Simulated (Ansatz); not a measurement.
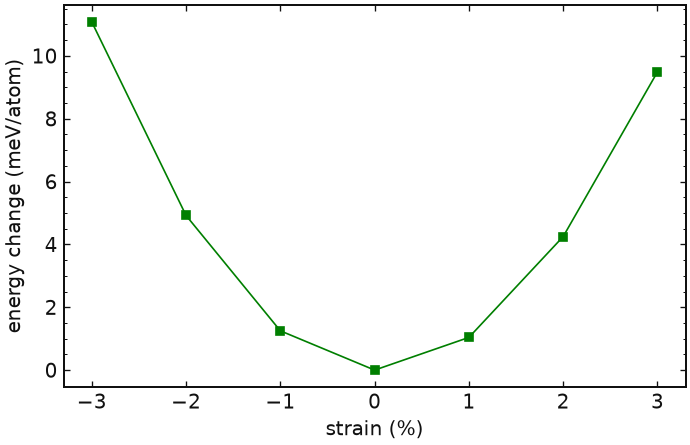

Plotted: energy change against strain.

Method: energy, stress and cell of a relaxed crystal along a series of strains, atoms and what the cell freedom names relaxed within the symmetry; plane waves with PAW datasets, Γ-centred k mesh; energies extrapolated to zero smearing (Ansatz 0.2.0). Level: PBEsol, no spin polarisation.

> For which of these solids was it computed?
A. TiAl₃, I4/mmm (No. 139), 15.6 Å³/atom, strain kind clamped c
B. Ti, Fm-3m (No. 225), 16.7 Å³/atom, strain kind biaxial ab
C. ZrS₂, P-3m1 (No. 164), 22.4 Å³/atom, strain kind biaxial ab

A, TiAl₃: energy change from 0.00 meV/atom to 11.08 meV/atom. The others give: Ti, energy change from 0.00 meV/atom to 30.52 meV/atom; ZrS₂, energy change from 0.00 meV/atom to 20.86 meV/atom.

For ZrS₂, limits of the calculation: a crossing between the sampled k points may be missed.
